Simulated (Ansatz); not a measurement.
Input

```
crystal:
  lattice:
    - [0.0, 5.7279123196, 0.0]
    - [0.0, 0.0, -5.7279123196]
    - [-5.7279123196, 0.0, 0.0]
  atoms:
    - { symbol: Al, position: [0.0, 1.0, 0.0] }
    - { symbol: Al, position: [0.5, 0.5, 0.0] }
    - { symbol: Al, position: [0.0, 0.5, 0.5] }
    - { symbol: As, position: [0.75, 0.75, 0.75], spin: 0.25 }
    - { symbol: As, position: [0.25, 0.75, 0.25], spin: 0.25 }
    - { symbol: As, position: [0.75, 0.25, 0.25], spin: 0.25 }
    - { symbol: As, position: [0.25, 0.25, 0.75], spin: 0.25 }
  host:
    lattice:
      - [0.0, 2.8639561598, 2.8639561598]
      - [2.8639561598, 0.0, 2.8639561598]
      - [2.8639561598, 2.8639561598, 0.0]
    atoms:
      - { symbol: Al, position: [0.0, 0.0, 0.0] }
      - { symbol: As, position: [0.75, 0.75, 0.75] }
basis:
  ecutwfc: 420
  xc_grid: 2
kpoints:
  mp_grid: { grid: [3, 3, 3], shift: [0.0, 0.0, 0.0] }
hamiltonian:
  xc: pbe
scf:
  occupations: { method: gaussian, width: 0.01 }
output:
  forces: true
  stress: false
  eigenvalues: true
  populations: true
  charged_corrections:
    defect_position: [0.5, 1.0, 0.5]
    epsilon: [[11.5641, 0.0, 0.0], [0.0, 11.5641, 0.0], [0.0, 0.0, 11.5641]]
  write_density: true
  write_potential: true
  elf: true
  volumetric_format: npy
magnetization:
  spin_polarized: true
relax:
  adjacent_minimum: "off"
  f_tol: 0.025
  max_steps: 45
```

Launched as:

```sh
ansatz run input.yaml --threads 4 --pin off --max-ram 8192MiB --backend cpu --events-out ev --progress --plain --runs-dir out
```

The fields are those of the relaxed geometry.

Spin-polarised.

Theory: DFT PBE, scalar-relativistic, plane waves, PAW (Ansatz).

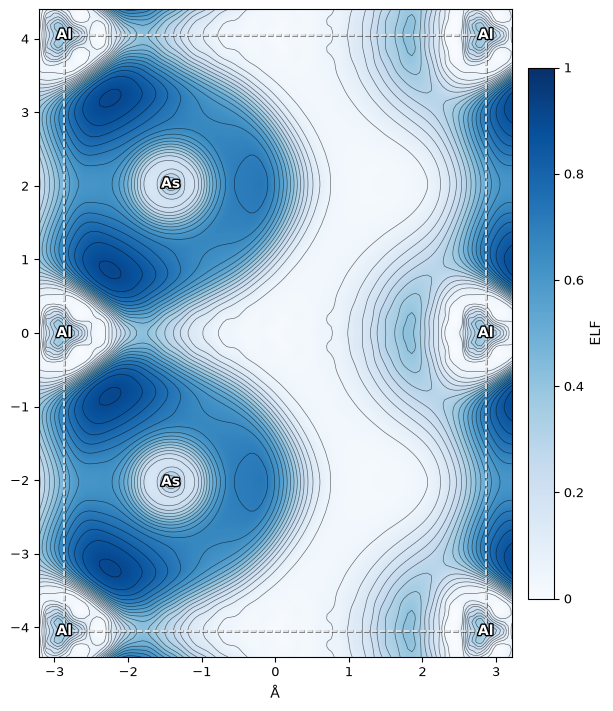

Al3As4 (distorted or defective cell). ELF on the (110) plane of the calculation cell.

Interpret the plot.

Answer. Atoms in the plane: Al and As. Al–As (2.49 Å): the ELF peaks at about 0.90 between the atoms.
